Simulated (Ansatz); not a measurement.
# Ti2B3: from a guess to a relaxed structure, part 1 of 2

Where does this trial cell of Ti2B3 go when cell and atoms are let free?

Program: Ansatz 0.2.0. Level of theory: DFT PBE, scalar-relativistic, plane waves, PAW. These are calculated values, not measurements.

**1. The system as given**

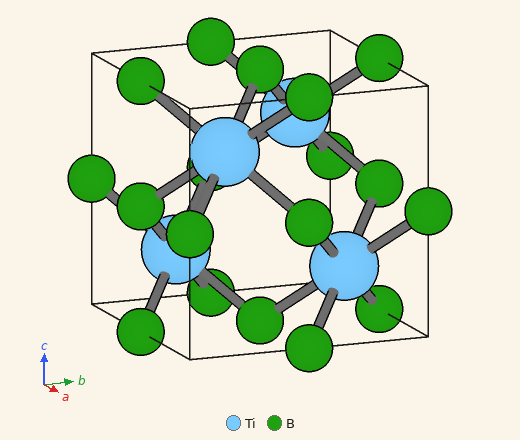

The starting structure, seen slightly off an axis (titanium blue, boron green). Atoms on the faces are drawn again on the opposite ones.

Coordinates:

```
CELL_PARAMETERS angstrom
4.68219 0.00000 0.00000
0.00000 4.68219 0.00000
0.00000 0.00000 4.68219
ATOMIC_POSITIONS crystal
Ti 0.25000 0.25000 0.25000
Ti 0.25000 0.75000 0.75000
Ti 0.75000 0.75000 0.25000
Ti 0.75000 0.25000 0.75000
B 0.00000 0.50000 0.50000
B 0.00000 0.50000 0.00000
B 0.50000 0.00000 0.50000
B 0.00000 0.00000 0.50000
B 0.50000 0.00000 0.00000
B 0.50000 0.50000 0.00000
```

A structure generator made this guess: species swapped into a database cell of Cd3P2 (Pn-3m, No. 224), with B on the Cd sites and Ti on the P sites. Its size is a rough estimate.

**2. Probe: one point on a coarse mesh**

Contents of input.yaml:

```yaml
crystal:
  lattice:
    - [4.682187, 0.0, 0.0]
    - [0.0, 4.682187, 0.0]
    - [0.0, 0.0, 4.682187]
  atoms:
    - { symbol: Ti, position: [0.25, 0.25, 0.25] }
    - { symbol: Ti, position: [0.25, 0.75, 0.75] }
    - { symbol: Ti, position: [0.75, 0.75, 0.25] }
    - { symbol: Ti, position: [0.75, 0.25, 0.75] }
    - { symbol: B, position: [0.0, 0.5, 0.5] }
    - { symbol: B, position: [0.0, 0.5, 0.0] }
    - { symbol: B, position: [0.5, 0.0, 0.5] }
    - { symbol: B, position: [0.0, 0.0, 0.5] }
    - { symbol: B, position: [0.5, 0.0, 0.0] }
    - { symbol: B, position: [0.5, 0.5, 0.0] }
basis:
  ecutwfc: 420
kpoints:
  mp_grid: { grid: [4, 4, 4] }
hamiltonian:
  xc: pbe
scf:
  occupations: { method: gaussian, width: 0.1 }
  lower_state_search: "off"
output:
  forces: true
  stress: true
  eigenvalues: true
```

The run is started by

```
$ ansatz run input.yaml --threads 1 --pin off --max-ram 2560MiB --backend cpu --events-out ev --progress --plain --runs-dir out
```

The program printed, shortened:

```text
Warning: RAYON_NUM_THREADS=1 ignored (pool sized by the plan → 1); use --threads N
[...]
Pseudopotentials: kind: paw
Pseudopotential: Ti, paw, valence charge 12, recommended cutoff 420 eV (normal), Ti.paw.azcp
Pseudopotential: B, paw, valence charge 3, recommended cutoff 420 eV (normal), B.paw.azcp
Functional definition: PBE
[...]
Crystal: 10 atoms, lattice volume = 102.647 Å³
Basis set: ecut = 420 eV, 2007 PW (Γ), exchange–correlation on 64×64×64 points (8 copies of the dense FFT grid, shifted against one another)
Bands: 43, of which v1, the nominal top of the filled ones, is band 33 counted from 1 (32 counted from 0)
Symmetry: 48 space group operations
Space group: Pn-3m (ITA 224), of the structure as read, at distance tolerance 4.7e-5 Å
[...]
Entropy (-TS):   -0.026879 eV (-2.688 meV/atom)
Fermi energy:    12.473138 eV
[...]
--- Forces (eV/Å), atoms counted from 1 ---
  atom   1  Ti     0.00000000    -0.00000000     0.00000000
  atom   2  Ti     0.00000000    -0.00000000    -0.00000000
  atom   3  Ti     0.00000000    -0.00000000    -0.00000000
  atom   4  Ti     0.00000000    -0.00000000     0.00000000
  atom   5  B     -0.00000000     0.00000000    -0.00000000
  atom   6  B      0.00000000    -0.00000000    -0.00000000
  atom   7  B      0.00000000    -0.00000000     0.00000000
  atom   8  B      0.00000000     0.00000000     0.00000000
[...]
--- Stress (GPa, compression-positive) ---
       42.646186       0.000000       0.000000
        0.000000      42.646186       0.000000
        0.000000       0.000000      42.646186
  P = ⅓ Tr σ = 42.6462 GPa (426.462 kbar)
--- Band table (eV; the first three rows and the last of 10) ---
[...]
```

Run time: 5.8 s. Hardware: 1 thread of Intel Xeon at 2.50GHz (Skylake/Cascade Lake), shared host; peak memory 0.38 GiB.

Read-out: pressure 42.6 GPa, largest force 0.00 eV/Å, gap on this mesh none (metal). A guess like this is first relaxed loosely on the coarse mesh.

**3. Rough relaxation on the coarse mesh**

Changes to input.yaml since step 2:

```diff
@@ -29 +29,6 @@
   eigenvalues: true
+relax:
+  adjacent_minimum: "off"
+  f_tol: 0.04
+  max_steps: 70
+  cell: { stress_tol: 0.4 }
```

The run is started by

```
$ ansatz run input.yaml --threads 1 --pin off --max-ram 2560MiB --backend cpu --events-out ev --progress --plain --runs-dir out
```

The program printed:

```text
Warning: RAYON_NUM_THREADS=1 ignored (pool sized by the plan → 1); use --threads N
Engine: ansatz 0.2.0, x86_64-unknown-linux-gnu
[... 4 set-up lines as earlier in the session ...]
  parameter kappa = 0.804
  parameter beta = 0.06672455060314922
  exchange = pbe_x(kappa = kappa, mu = beta*pi^2/3)
  correlation = pbe_c(beta = beta)
Crystal: 10 atoms, lattice volume = 102.647 Å³
Basis set: ecut = 420 eV, 2007 PW (Γ), exchange–correlation on 64×64×64 points (8 copies of the dense FFT grid, shifted against one another)
Bands: 43, of which v1, the nominal top of the filled ones, is band 33 counted from 1 (32 counted from 0)
[... 2 set-up lines as earlier in the session ...]
k-points: 10 of 64
Non-local potential: Ti, projectors of the file, l = 0: 3, l = 1: 2, l = 2: 3, l = 3: 1
Non-local potential: B, projectors of the file, l = 0: 2, l = 1: 2, l = 2: 1
PAW form: soft (Blöchl's): semilocal exchange-correlation on the pseudo side does not see the compensation charge
PAW one-centre angular grid: Ti, 590 points (default); XC on 64 Gauss nodes
PAW one-centre angular grid: B, 110 points (default); XC on 64 Gauss nodes
Initial density: superposition of atomic densities (neutral atoms: chi_scale 0, normalization atom), corrected by the library's trained network
Initial wavefunctions: pseudopotential atomic-orbital guess
Functional: x = pbe(κ = 0.804, μ = 0.2195149727645171), c = pbe(β = 0.06672455060314922)
SCF iter   1: F=—  HF=-10924.339939 eV  |F-HF|=—  |Δ(HF+E_count)|=         —  Δρ=6.90e-3  dr2=4.41e-2  ethr=1.77e-3  ⟨swp⟩=4.2  Hψ=1683  notcnv=0
preconditioner: auto → Resta (q_TF=auto, 2.535 Å⁻¹)  ε∞=14.5  [insulator: Δε(μ)=0.106 eV  Ē_g=5.814 eV  σ=0.100 eV  W_gap=0.53  n_scr=26 (ndim 8)  ℏωp=21.4 eV  f_vac=0.000  D(μ)=5.29/eV (n_scr^D=56)  ε∞_Penn≈14.5]
SCF iter   2: F=—  HF=-10924.332500 eV  |F-HF|=—  |Δ(HF+E_count)|=   7.44e-3  Δρ=3.98e-3  dr2=1.70e-2  ethr=6.68e-5  ⟨swp⟩=1.0  Hψ=510  notcnv=0
SCF iter   3: F=—  HF=-10924.329244 eV  |F-HF|=—  |Δ(HF+E_count)|=   3.26e-3  Δρ=6.57e-4  dr2=6.49e-4  ethr=2.57e-5  ⟨swp⟩=2.0  Hψ=493  notcnv=0
SCF iter   4: F=—  HF=-10924.329152 eV  |F-HF|=—  |Δ(HF+E_count)|=   9.14e-5  Δρ=1.86e-4  dr2=3.47e-5  ethr=9.83e-7  ⟨swp⟩=2.1  Hψ=514  notcnv=0
SCF iter   5: F=—  HF=-10924.329324 eV  |F-HF|=—  |Δ(HF+E_count)|=   1.72e-4  Δρ=5.50e-5  dr2=2.69e-6  ethr=5.26e-8  ⟨swp⟩=2.2  Hψ=584  notcnv=0
SCF iter   6: F=-10924.329324 eV  HF=-10924.329324 eV  |F-HF|=9.12e-9  |Δ(HF+E_count)|=   4.62e-7  Δρ=9.17e-6  dr2=6.35e-8  ethr=1.52e-10  ⟨swp⟩=7.6  Hψ=2023  notcnv=0
SCF 1 converged in 6 iterations: F = -10924.329324 eV  dr2 = 6.35e-8
relax step   1: F+E_penalty+E_count = -10924.32932382 eV  Δ(F+E_penalty+E_count) = +0.000e0 eV  max|allowed force component| = 1.149e-17 eV/Å  Δτ_max = 0.0000 Å  P = +42.646 GPa  Ω = 102.647 Å³  (6 SCF iters, dr2 threshold 1.00e-7 eV, accepted)
Crystal: 10 atoms, lattice volume = 115.830 Å³
Basis set: ecut = 420 eV, 2301 PW (Γ), exchange–correlation on 64×64×64 points (8 copies of the dense FFT grid, shifted against one another)
Initial density: handed on by an earlier stage of this run
Initial wavefunctions: those handed on with the density
iter 1 solved again at ethr=3.89e-4 eV; its pass at ethr=3.10e-3 eV (dr2=2.57e-1 eV) is discarded
SCF iter   1: F=—  HF=-10926.695380 eV  |F-HF|=—  |Δ(HF+E_count)|=         —  Δρ=1.23e-2  dr2=2.75e-1  ethr=3.89e-4  ⟨swp⟩=1.1  Hψ=2119  notcnv=0
preconditioner: auto → Resta (q_TF=auto, 2.484 Å⁻¹)  ε∞=15.5  [insulator: Δε(μ)=0.122 eV  Ē_g=5.281 eV  σ=0.100 eV  W_gap=0.59  n_scr=26 (ndim 8)  ℏωp=20.1 eV  f_vac=0.000  D(μ)=5.68/eV (n_scr^D=56)  ε∞_Penn≈15.5]
SCF iter   2: F=—  HF=-10926.646425 eV  |F-HF|=—  |Δ(HF+E_count)|=   4.90e-2  Δρ=6.09e-3  dr2=6.56e-2  ethr=3.89e-4  ⟨swp⟩=2.0  Hψ=588  notcnv=0
SCF iter   3: F=—  HF=-10926.632166 eV  |F-HF|=—  |Δ(HF+E_count)|=   1.43e-2  Δρ=1.77e-3  dr2=5.91e-3  ethr=9.93e-5  ⟨swp⟩=2.0  Hψ=637  notcnv=0
SCF iter   4: F=—  HF=-10926.631132 eV  |F-HF|=—  |Δ(HF+E_count)|=   1.03e-3  Δρ=5.22e-4  dr2=4.64e-4  ethr=8.96e-6  ⟨swp⟩=2.0  Hψ=569  notcnv=0
SCF iter   5: F=—  HF=-10926.632120 eV  |F-HF|=—  |Δ(HF+E_count)|=   9.88e-4  Δρ=1.47e-4  dr2=1.78e-5  ethr=7.02e-7  ⟨swp⟩=2.0  Hψ=580  notcnv=0
SCF iter   6: F=-10926.632133 eV  HF=-10926.632133 eV  |F-HF|=6.20e-8  |Δ(HF+E_count)|=   1.27e-5  Δρ=2.56e-5  dr2=9.66e-7  ethr=1.52e-9  ⟨swp⟩=5.0  Hψ=2068  notcnv=0
SCF 2 converged in 6 iterations: F = -10926.632133 eV  dr2 = 9.66e-7
relax step   2: F+E_penalty+E_count = -10926.63213270 eV  Δ(F+E_penalty+E_count) = -2.303e0 eV  max|allowed force component| = 1.190e-17 eV/Å  Δτ_max = 0.0000 Å  P = +15.800 GPa  Ω = 115.830 Å³  energy of the carried Pulay correction = -1.116e-2 eV  (6 SCF iters, dr2 threshold 1.00e-6 eV, accepted)
Crystal: 10 atoms, lattice volume = 125.282 Å³
Basis set: ecut = 420 eV, 2469 PW (Γ), exchange–correlation on 64×64×64 points (8 copies of the dense FFT grid, shifted against one another)
iter 1 solved again at ethr=1.72e-4 eV; its pass at ethr=3.10e-3 eV (dr2=1.14e-1 eV) is discarded
SCF iter   1: F=—  HF=-10927.189071 eV  |F-HF|=—  |Δ(HF+E_count)|=         —  Δρ=7.82e-3  dr2=1.24e-1  ethr=1.72e-4  ⟨swp⟩=1.1  Hψ=2079  notcnv=0
preconditioner: auto → Resta (q_TF=auto, 2.452 Å⁻¹)  ε∞=15.9  [insulator: Δε(μ)=0.114 eV  Ē_g=5.008 eV  σ=0.100 eV  W_gap=0.58  n_scr=26 (ndim 8)  ℏωp=19.3 eV  f_vac=0.000  D(μ)=6.03/eV (n_scr^D=56)  ε∞_Penn≈15.9]
SCF iter   2: F=—  HF=-10927.166465 eV  |F-HF|=—  |Δ(HF+E_count)|=   2.26e-2  Δρ=3.49e-3  dr2=2.43e-2  ethr=1.72e-4  ⟨swp⟩=2.0  Hψ=555  notcnv=0
SCF iter   3: F=—  HF=-10927.161385 eV  |F-HF|=—  |Δ(HF+E_count)|=   5.08e-3  Δρ=1.13e-3  dr2=2.80e-3  ethr=3.68e-5  ⟨swp⟩=2.0  Hψ=543  notcnv=0
SCF iter   4: F=—  HF=-10927.160964 eV  |F-HF|=—  |Δ(HF+E_count)|=   4.20e-4  Δρ=3.25e-4  dr2=2.07e-4  ethr=4.24e-6  ⟨swp⟩=2.0  Hψ=563  notcnv=0
SCF iter   5: F=—  HF=-10927.162201 eV  |F-HF|=—  |Δ(HF+E_count)|=   1.24e-3  Δρ=9.20e-5  dr2=8.19e-6  ethr=3.14e-7  ⟨swp⟩=2.0  Hψ=584  notcnv=0
SCF iter   6: F=-10927.162207 eV  HF=-10927.162207 eV  |F-HF|=2.72e-8  |Δ(HF+E_count)|=   6.52e-6  Δρ=1.63e-5  dr2=4.55e-7  ethr=1.52e-9  ⟨swp⟩=7.2  Hψ=1958  notcnv=0
SCF 3 converged in 6 iterations: F = -10927.162207 eV  dr2 = 4.55e-7
relax step   3: F+E_penalty+E_count = -10927.16220744 eV  Δ(F+E_penalty+E_count) = -5.301e-1 eV  max|allowed force component| = 1.527e-17 eV/Å  Δτ_max = 0.0000 Å  P = +3.112 GPa  Ω = 125.282 Å³  energy of the carried Pulay correction = -1.837e-2 eV  (6 SCF iters, dr2 threshold 1.00e-6 eV, accepted)
[... 12 lines left out ...]
relax step   4: F+E_penalty+E_count = -10927.18752887 eV  Δ(F+E_penalty+E_count) = -2.532e-2 eV  max|allowed force component| = 1.206e-17 eV/Å  Δτ_max = 0.0000 Å  P = +0.331 GPa  Ω = 127.840 Å³  energy of the carried Pulay correction = -2.023e-2 eV  (6 SCF iters, dr2 threshold 1.00e-6 eV, accepted)
[... 12 lines left out ...]
relax step   5: F+E_penalty+E_count = -10927.23802934 eV  Δ(F+E_penalty+E_count) = -5.050e-2 eV  max|allowed force component| = 1.148e-17 eV/Å  Δτ_max = 0.0000 Å  P = +0.852 GPa  Ω = 127.840 Å³  stress off target by 8.52e-1 GPa  SCF on the basis re-selected at this cell (its energy is not comparable with the rows above)  (6 SCF iters)
[... 12 lines left out ...]
relax step   6: F+E_penalty+E_count = -10927.23981961 eV  Δ(F+E_penalty+E_count) = -1.790e-3 eV  max|allowed force component| = 1.608e-17 eV/Å  Δτ_max = 0.0000 Å  P = +0.043 GPa  Ω = 128.662 Å³  energy of the carried Pulay correction = -4.967e-4 eV  (6 SCF iters, dr2 threshold 1.00e-6 eV, accepted)
iter 1 solved again at ethr=7.15e-9 eV; its pass at ethr=3.10e-3 eV (dr2=4.72e-6 eV) is discarded
SCF iter   1: F=—  HF=-10927.240456 eV  |F-HF|=—  |Δ(HF+E_count)|=         —  Δρ=8.63e-6  dr2=2.18e-8  ethr=7.15e-9  ⟨swp⟩=4.2  Hψ=2960  notcnv=0
preconditioner: auto → Resta (q_TF=auto, 2.441 Å⁻¹)  ε∞=15.8  [insulator: Δε(μ)=0.120 eV  Ē_g=4.957 eV  σ=0.100 eV  W_gap=0.60  n_scr=26 (ndim 8)  ℏωp=19.1 eV  f_vac=0.000  D(μ)=6.07/eV (n_scr^D=56)  ε∞_Penn≈15.8]
SCF iter   2: F=—  HF=-10927.240193 eV  |F-HF|=—  |Δ(HF+E_count)|=   2.63e-4  Δρ=4.35e-6  dr2=3.47e-9  ethr=9.70e-12  ⟨swp⟩=4.7  Hψ=1789  notcnv=0
iter 3 did not close the SCF: its close was put off for the readings that it lacked (scf_convergence_deferred on its scf_iter line)
SCF iter   3: F=-10927.240193 eV  HF=-10927.240193 eV  |F-HF|=2.02e-9  |Δ(HF+E_count)|=   2.09e-8  Δρ=1.35e-6  dr2=5.30e-10  ethr=5.25e-12  ⟨swp⟩=2.0  Hψ=598  notcnv=0
iter 4 did not close the SCF: its close was put off for the readings that it lacked (scf_convergence_deferred on its scf_iter line)
SCF iter   4: F=-10927.240193 eV  HF=-10927.240193 eV  |F-HF|=1.82e-11  |Δ(HF+E_count)|=   2.10e-9  Δρ=1.68e-7  dr2=5.08e-11  ethr=1.00e-12  ⟨swp⟩=2.0  Hψ=598  notcnv=0
iter 5 did not close the SCF: its close was put off for the readings that it lacked (scf_convergence_deferred on its scf_iter line)
SCF iter   5: F=-10927.240193 eV  HF=-10927.240193 eV  |F-HF|=0.00e0  |Δ(HF+E_count)|=  2.55e-11  Δρ=3.17e-8  dr2=1.33e-12  ethr=1.00e-12  ⟨swp⟩=1.0  Hψ=430  notcnv=0
iter 6 did not close the SCF: its close was put off for the readings that it lacked (scf_convergence_deferred on its scf_iter line)
SCF iter   6: F=-10927.240193 eV  HF=-10927.240193 eV  |F-HF|=3.64e-12  |Δ(HF+E_count)|=  1.82e-12  Δρ=6.48e-9  dr2=4.92e-14  ethr=1.00e-12  ⟨swp⟩=1.0  Hψ=430  notcnv=0
SCF iter   7: F=-10927.240193 eV  HF=-10927.240193 eV  |F-HF|=1.82e-12  |Δ(HF+E_count)|=    0.00e0  Δρ=1.36e-9  dr2=2.97e-15  ethr=1.00e-12  ⟨swp⟩=1.0  Hψ=900  notcnv=0
SCF 7 converged in 7 iterations: F = -10927.240193 eV  dr2 = 2.97e-15
relax step   7: F+E_penalty+E_count = -10927.24019321 eV  Δ(F+E_penalty+E_count) = -3.736e-4 eV  max|allowed force component| = 1.492e-17 eV/Å  Δτ_max = 0.0000 Å  P = +0.041 GPa  Ω = 128.662 Å³  stress off target by 4.11e-2 GPa  SCF on the basis re-selected at this cell (its energy is not comparable with the rows above)  (7 SCF iters)
basis re-selected at this cell: Δ(F+E_penalty+E_count) = -3.736e-4 eV, ΔP = -0.002 GPa vs the last step (what re-selecting the basis moved, of the pressure what is left beyond the Pulay correction that the steps carried, after the strain that the cell walked since its last selection, with what the two solves' SCF thresholds leave and, on support functions, any second-order correction that the steps lacked; it is no measure of the basis error at this ecutwfc). This SCF's stress stands 4.11e-2 GPa from its target on what of the cell is left free (relax.cell.stress_tol is 4.00e-1 GPa) and its largest allowed force component is 1.49e-17 eV/Å (relax.f_tol is 4.00e-2 eV/Å): within both
SCF converged after 7 iterations
Free energy (F): -10927.240193 eV
Harris-Foulkes:  -10927.240193 eV  (|F-HF|=1.82e-12)
Internal energy: -10927.209830 eV  (E = F + TS)
E sigma→0 (E₀):  -10927.225012 eV
Entropy (-TS):   -0.030363 eV (-3.036 meV/atom)
Fermi energy:    9.338535 eV
--- Per-component energies (eV) ---
  E_band       = -734.305788
  E_kinetic    = 1356.242174
  E_local      = -4228.239309  (includes V_loc(G=0)·N_el)
  E_nonlocal   = 109.622387
  E_hartree    = 1717.222669
  E_xc         = -575.111466
  E_vxc        = -706.761256  (∫ρ·V_xc dr)
  E_paw        = -4661.754255  (= ΣΔE_a)
  E_vpaw       = -699.615523  (= ΣTr[D̂ρ^β])
  E_aug_tail   = 0.000401  (compensation charges beyond the density's cutoff)
  E_ewald      = -4645.192431
  E_smearing   = -0.030363  (= −TS)
  E_closure    = -0.000000  (closes the sum)
  Σ components = -10927.240193   (vs F -10927.240193, Δ=0.00e0)
--- Forces (eV/Å), atoms counted from 1 ---
  atom   1  Ti     0.00000000     0.00000000     0.00000000
  atom   2  Ti    -0.00000000     0.00000000    -0.00000000
  atom   3  Ti    -0.00000000     0.00000000    -0.00000000
  atom   4  Ti     0.00000000     0.00000000    -0.00000000
  atom   5  B     -0.00000000     0.00000000    -0.00000000
  atom   6  B      0.00000000    -0.00000000     0.00000000
  atom   7  B     -0.00000000     0.00000000     0.00000000
  atom   8  B      0.00000000    -0.00000000     0.00000000
  atom   9  B      0.00000000    -0.00000000     0.00000000
  atom  10  B     -0.00000000     0.00000000    -0.00000000
  max |Σ_I F_I| component: 2.60e-18 eV/Å
--- Stress (GPa, compression-positive) ---
        0.041117       0.000000      -0.000000
        0.000000       0.041117       0.000000
       -0.000000       0.000000       0.041117
  P = ⅓ Tr σ = 0.0411 GPa (0.411 kbar)
--- Band table (eV; the first three rows and the last of 10) ---
  k-point 0: bands = ["-47.0505", "-47.0366", "-47.0366", "-47.0366", "-23.4534", "-23.4534", "-23.3829", "-23.3829", "-23.3829", "-23.3511", "-23.3511", "-23.3511", "-23.3505", "-23.2813", "-23.2813", "-23.2813", "-0.3090", "3.4486", "3.4486", "4.3024", "4.3024", "4.7606", "4.7606", "4.7606", "7.0137", "7.3878", "7.3878", "7.3878", "8.0276", "8.0276", "8.0276", "8.8345", "10.2517", "10.2517", "10.2517", "10.4694", "10.4694", "10.4694", "10.9936", "10.9936", "11.2099", "11.2099", "11.2099"]
  k-point 1: bands = ["-47.0484", "-47.0387", "-47.0366", "-47.0366", "-23.4431", "-23.4380", "-23.3933", "-23.3793", "-23.3793", "-23.3653", "-23.3525", "-23.3525", "-23.3413", "-23.2928", "-23.2838", "-23.2838", "0.0255", "2.3564", "3.5182", "4.0912", "4.4533", "5.0897", "5.0897", "5.1623", "7.1353", "7.2926", "7.2926", "7.4853", "7.4853", "8.0104", "8.5125", "8.5677", "9.3945", "9.3945", "10.0670", "10.0801", "11.0248", "11.0248", "11.0969", "11.1476", "11.2908", "11.6336", "11.7488"]
  k-point 2: bands = ["-47.0435", "-47.0435", "-47.0366", "-47.0366", "-23.4183", "-23.4183", "-23.4010", "-23.4010", "-23.3751", "-23.3751", "-23.3545", "-23.3545", "-23.3181", "-23.3181", "-23.2864", "-23.2864", "0.9750", "0.9750", "3.7424", "3.7424", "4.8475", "4.8475", "5.7976", "5.7976", "6.2951", "6.2951", "7.6325", "7.6325", "7.9594", "7.9594", "8.8309", "8.8309", "9.0435", "9.0435", "9.4471", "9.4471", "11.1403", "11.1403", "11.3009", "11.3009", "11.3569", "11.3569", "12.1632"]
  k-point 9: bands = ["-47.0404", "-47.0404", "-47.0404", "-47.0392", "-23.4526", "-23.4526", "-23.4526", "-23.3569", "-23.3513", "-23.3513", "-23.3513", "-23.3492", "-23.3492", "-23.2808", "-23.2808", "-23.2808", "2.0646", "2.0646", "2.0646", "3.2940", "3.2940", "3.2940", "6.4787", "6.7094", "7.1173", "7.1173", "7.1173", "7.4929", "7.4929", "8.7877", "8.7877", "8.7877", "11.0135", "11.2885", "11.2885", "11.3044", "11.3044", "11.3044", "11.3573", "11.3573", "11.3573", "11.3833", "11.3833"]
--- Relaxed structure (5 steps of the walk, 5 accepted, 2 SCFs on fresh bases) ---
  F+E_penalty+E_count = -10927.24019321 eV   max|allowed force component| = 1.492e-17 eV/Å   (the final SCF, on the basis selected at the relaxed cell)
  cell:  # Å, volume = 128.6622 Å³
    - [5.048360061692198, -3.851859888774471e-33, -3.8197610563680175e-33]
    - [-4.365441207277734e-33, 5.048360061692198, 1.9259299443872356e-34]
    - [-3.8197610563680175e-33, 5.777789833161708e-34, 5.048360061692198]
  atoms:
    - { symbol: Ti, position: [0.25, 0.25, 0.25] }
    - { symbol: Ti, position: [0.25, 0.7500000000000001, 0.7500000000000001] }
    - { symbol: Ti, position: [0.7500000000000001, 0.7500000000000001, 0.25] }
    - { symbol: Ti, position: [0.7500000000000001, 0.25, 0.7500000000000001] }
    - { symbol: B, position: [-1.7902618211009034e-34, 0.5, 0.5] }
    - { symbol: B, position: [-6.419620141771241e-35, 0.5, 5.910328379446269e-34] }
    - { symbol: B, position: [0.5, 8.845697795558442e-35, 0.5] }
    - { symbol: B, position: [-6.076844080002952e-35, 4.020970744735721e-34, 0.5] }
    - { symbol: B, position: [0.5, -1.8747775176789107e-34, -5.606947295968362e-34] }
    - { symbol: B, position: [0.5, 0.5, -2.950432817264094e-34] }
```

Wall time 58 s (1 thread of Intel Xeon at 2.50GHz (Skylake/Cascade Lake), shared host); peak memory 0.42 GiB.

Relaxation path:

| step | E - E(step 1) (eV/cell) | largest force component (eV/Å) | pressure (GPa) | volume (Å³) |
| --- | --- | --- | --- | --- |
| 1 | 0.0000 | 0.0000 | 42.65 | 102.65 |
| 2 | -2.3028 | 0.0000 | 15.80 | 115.83 |
| 3 | -2.8329 | 0.0000 | 3.11 | 125.28 |
| 4 | -2.8582 | 0.0000 | 0.33 | 127.84 |
| 5 | -2.9087 | 0.0000 | 0.85 | 127.84 |
| 6 | -2.9105 | 0.0000 | 0.04 | 128.66 |
| 7 | -2.9109 | 0.0000 | 0.04 | 128.66 |

Step 1 is the start. Steps 5, 7 each repeat the geometry before them on a plane-wave basis chosen anew, so the energy can jump there without any move.

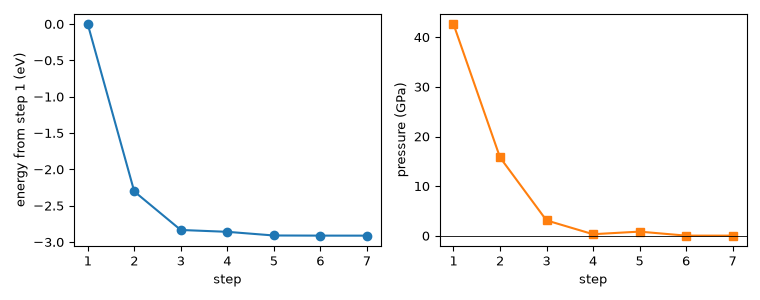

Energy and pressure along the relaxation.

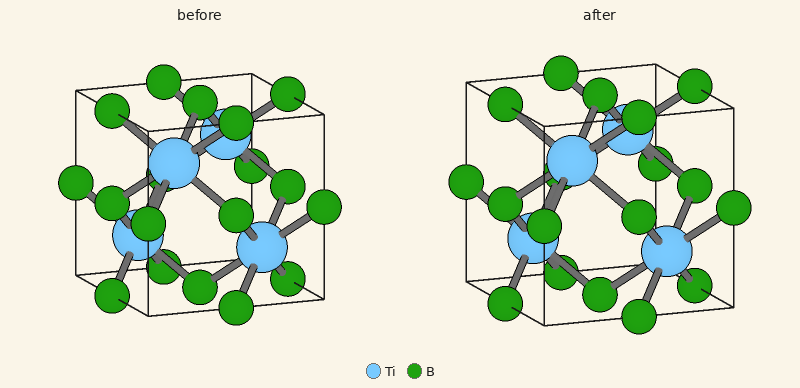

Before and after, at one scale.

|  | before | after | change |
| --- | --- | --- | --- |
| a (Å) | 4.682 | 5.048 | +7.8 % |
| b (Å) | 4.682 | 5.048 | +7.8 % |
| c (Å) | 4.682 | 5.048 | +7.8 % |
| volume (Å³/atom) | 10.26 | 12.87 | +25.3 % |
| shortest distance (Å) | 2.027 | 2.186 | +7.8 % |
| space group (0.01 Å) | Pn-3m | Pn-3m | same |

The run keeps the 48 symmetry operations of the start, so it could not have lowered the symmetry.

(Continued in part 2 of 2.)
